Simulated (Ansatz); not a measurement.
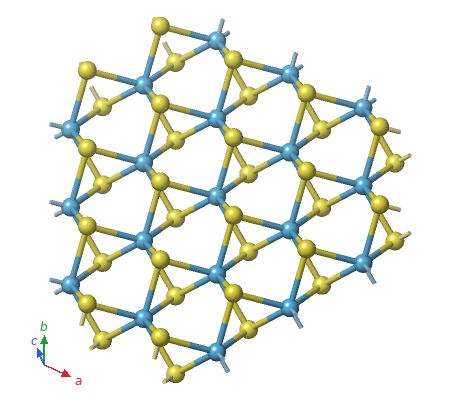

The net above was derived from one of the structures below (computed or model cells, partly hypothetical) by pruning terminal atoms and folding two-connected atoms into edges (only the bonds listed count; of a layer or chain structure one layer or chain is shown).

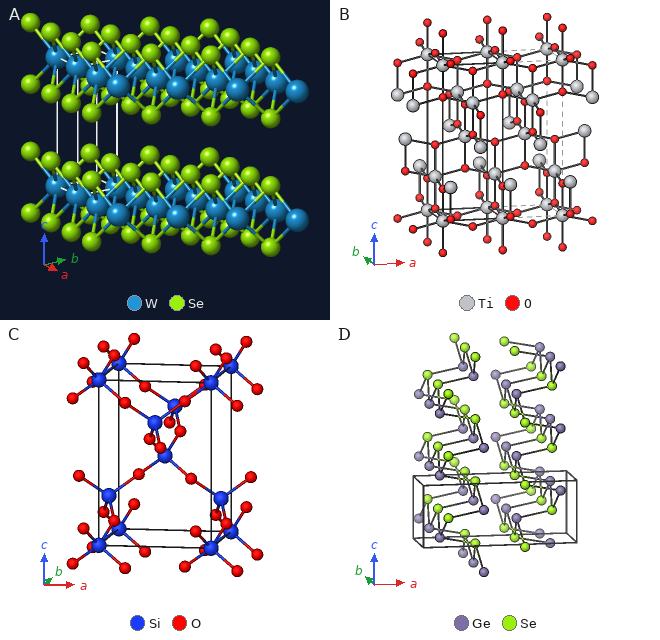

A: WSe2 (bonds: Se–W below 2.9 Å)
B: TiO2 (bonds: O–Ti below 2.3 Å)
C: SiO2 (bonds: O–Si below 1.8 Å)
D: GeSe (bonds: Ge–Se below 2.9 Å)
All are geometries used in or obtained from electronic-structure calculations.

Question: Which structure gives this net?

Answer: A, WSe2: a binodal (3,6)-connected, two-periodic (layers) net; Se is a 3-connected node; W is a 6-connected node, in the ratio 2:1. It is the net of the trigonal-prismatic layers of 2H-MoS2. The others give a binodal (3,6)-connected, three-periodic net (B), a uninodal 4-connected, three-periodic net (C) and a uninodal 3-connected, two-periodic (layers) net (D).
